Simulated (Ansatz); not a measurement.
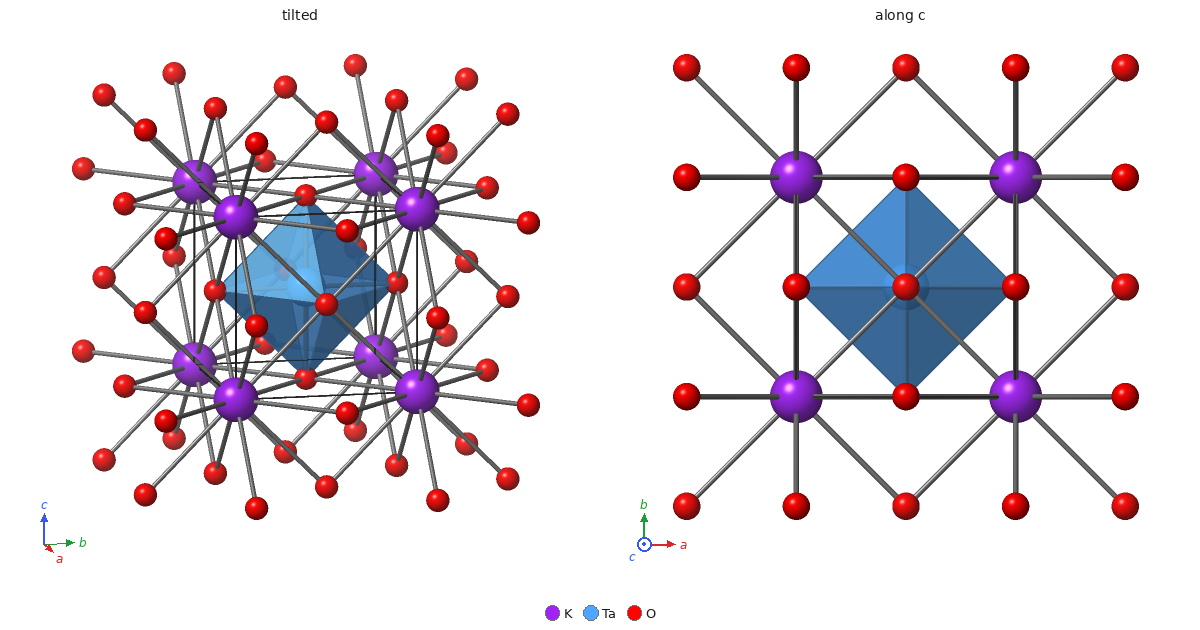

Polyhedral drawing of the structure, looking slightly off an axis and along the c axis. One conventional unit cell is outlined, and atoms on its boundary appear in each equivalent place. A few atoms beyond the faces are included.

KTaO₃, cubic perovskite, space group Pm-3m (No. 221), a = 4.024 Å, b = 4.024 Å, c = 4.024 Å, α = 90.00°, β = 90.00°, γ = 90.00°. Origin of the cell: a structure type known for this compound. Earlier steps of the study, as a rule a relaxation of our own, may have changed the cell and positions, so they can lie some per cent off the listed ones. An electronic-structure calculation with Ansatz was run on it.

This one geometry was computed with Ansatz (DFT, plane waves, PAW) at six levels of theory: PBE, r2SCAN, PBE with spin-orbit coupling, PBEsol, LDA and HSE06.

**Which level gives the highest pressure at this volume, and what does that say about its equilibrium volume?**

Highest: PBE (0.0 GPa) and PBE with spin-orbit coupling (-0.2 GPa), which points to the largest equilibrium volume. Lowest, with the smallest volume: LDA (-10.5 GPa). Levels within 0.5 GPa of each other can't be told apart.

**How does the band gap change with the level of theory?**

LDA: a gap of 2.02 eV on the k-mesh; PBE with spin-orbit coupling: a gap of 2.02 eV on the k-mesh; PBEsol: a gap of 2.07 eV on the k-mesh; PBE: a gap of 2.16 eV on the k-mesh; r2SCAN: a gap of 2.56 eV on the k-mesh; HSE06: a gap of 3.49 eV on the k-mesh.

**Collect the results in a table.**

| level | cutoff (eV) | k-mesh of the run's cell | gap (eV) | pressure (GPa) |
| --- | --- | --- | --- | --- |
| PBE | 420 | 8×8×8 | 2.16 | 0.0 |
| r2SCAN | 500 | 8×8×8 | 2.56 | -5.1 |
| PBE with spin-orbit coupling | 420 | 8×8×8 | 2.02 | -0.2 |
| PBEsol | 420 | 8×8×8 | 2.07 | -5.6 |
| LDA | 420 | 8×8×8 | 2.02 | -10.5 |
| HSE06 | 420 | 4×4×4 | 3.49 | -5.7 |

Gaps are taken on the k-mesh or band path of each run.
